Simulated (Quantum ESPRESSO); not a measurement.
System: ZrC, space group Fm-3m (No. 225).

The given structure:
```
CELL_PARAMETERS angstrom
0.00000 2.36500 2.36500
2.36500 0.00000 2.36500
2.36500 2.36500 0.00000
ATOMIC_POSITIONS crystal
Zr 0.50000 0.50000 0.50000
C 0.00000 0.00000 0.00000
```

Calculation (Quantum ESPRESSO 7.5): plane-wave DFT, no spin polarisation; energies at scaled volumes of the given cell, shape and fractions fixed, counted from the fit's minimum, third-order Birch-Murnaghan fit. Level: rev-vdW-DF2.

```tsv
setting	value
k mesh	10×10×10
occupations	Fermi–Dirac
smearing width	0.05 eV
potentials	PseudoDojo 0.4.1 SR PBE standard
wave cutoff	1116 eV
density cutoff	4463 eV
```

Predict the energy and pressure against volume. The volume takes the values 12.43, 12.70, 12.96, 13.23, 13.49, 13.76, 14.02 Å³/atom.

A third-order Birch–Murnaghan fit gives V0 = 12.95 Å³/atom, B0 = 227 GPa and B′ = 4.1. The energy is 15.74 meV/atom at volume 12.43 Å³/atom and 54.74 meV/atom at 14.02 Å³/atom; the lowest computed point is at volume 12.96 Å³/atom (0.01 meV/atom), and no other minimum shows. The pressure falls from 10.01 GPa at volume 12.43 Å³/atom to −15.39 GPa at 14.02 Å³/atom, and changes sign near 12.95 Å³/atom.

| volume (Å³/atom) | energy (meV/atom) | pressure (GPa) |
| --- | --- | --- |
| 12.43 | 15.74 | 10.01 |
| 12.70 | 3.64 | 4.61 |
| 12.96 | 0.01 | −0.26 |
| 13.23 | 4.02 | −4.65 |
| 13.49 | 14.91 | −8.61 |
| 13.76 | 32.03 | −12.18 |
| 14.02 | 54.74 | −15.39 |

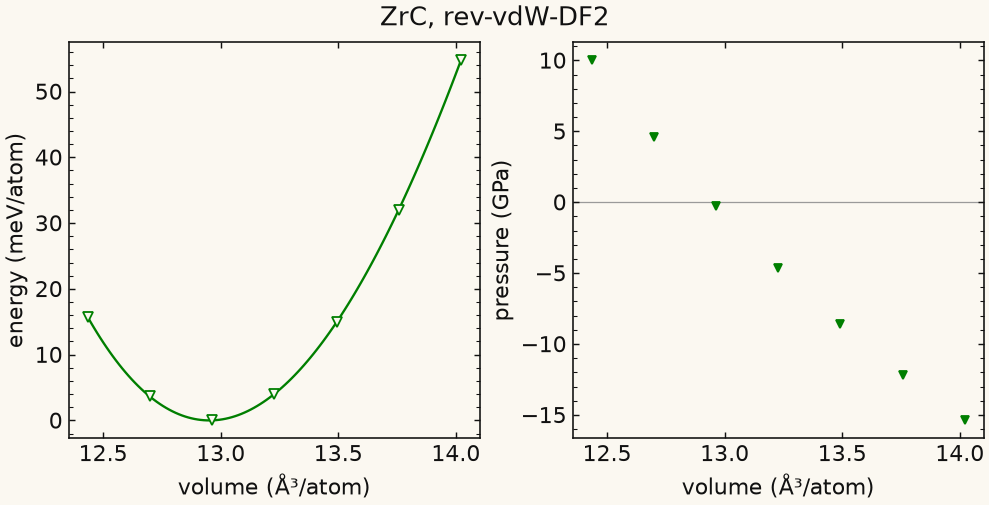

Note: potentials made for another functional.
